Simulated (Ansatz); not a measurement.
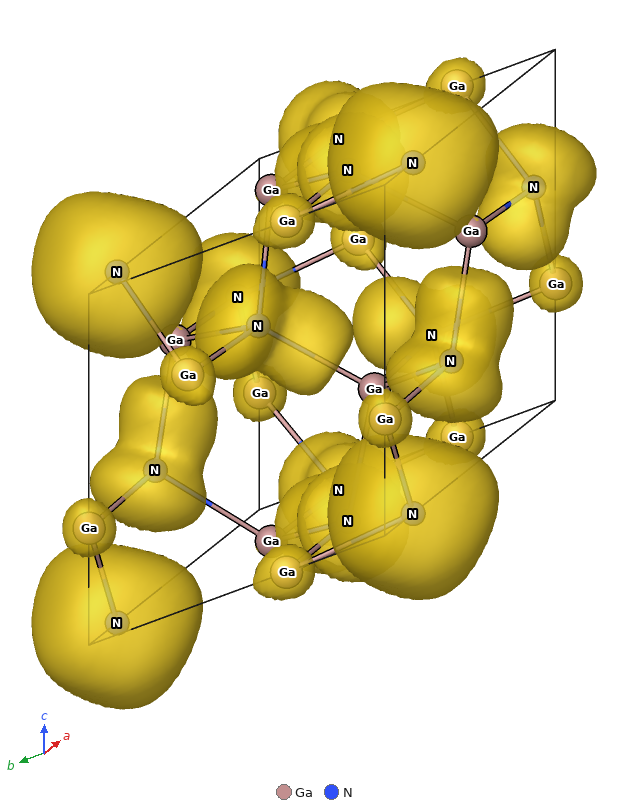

Ga$_{6}$N$_{7}$ (cell with a defect). Isosurface of the spin density (up minus down) at +0.015 e/Å³ (yellow), seen at an oblique angle. Sticks mark near contacts.

Spin-polarised.

All numbers below come from DFT PBE, scalar-relativistic, plane waves, PAW in Ansatz.

In a PAW calculation such maps are meaningful between the atoms, not at the nuclei.

```xyz
13
Lattice="0.0000 0.0000 5.2432 4.8276 -2.7872 0.0000 0.0000 5.5744 0.0000" Properties=species:S:1:pos:R:3 pbc="T T T"
Ga    1.5676    0.9098    2.6371
Ga    4.8213    0.9711    2.6371
Ga    3.2474    3.6970    2.6371
Ga    4.8213   -0.9293    5.2417
Ga    3.2133    1.8600    5.2416
Ga    1.6017    4.6472    5.2418
N     1.6503    0.9575    4.5693
N     4.8213    0.8756    4.5693
N     3.1648    3.7448    4.5693
N     4.8213   -0.8462    2.0356
N     3.1414    1.8184    2.0356
N     1.6737    4.6057    2.0356
N     4.8211    2.7884    0.8613
```

Which atoms carry the moments, and with what signs?

The spin density sits on N: +1.4 μB in one cell of 13 atoms, with smaller moments on other sites: N (up to +0.18 μB): with much of the spin spread outside that site. The cell of the calculation (13 atoms) carries 3.0 μB of net spin moment.
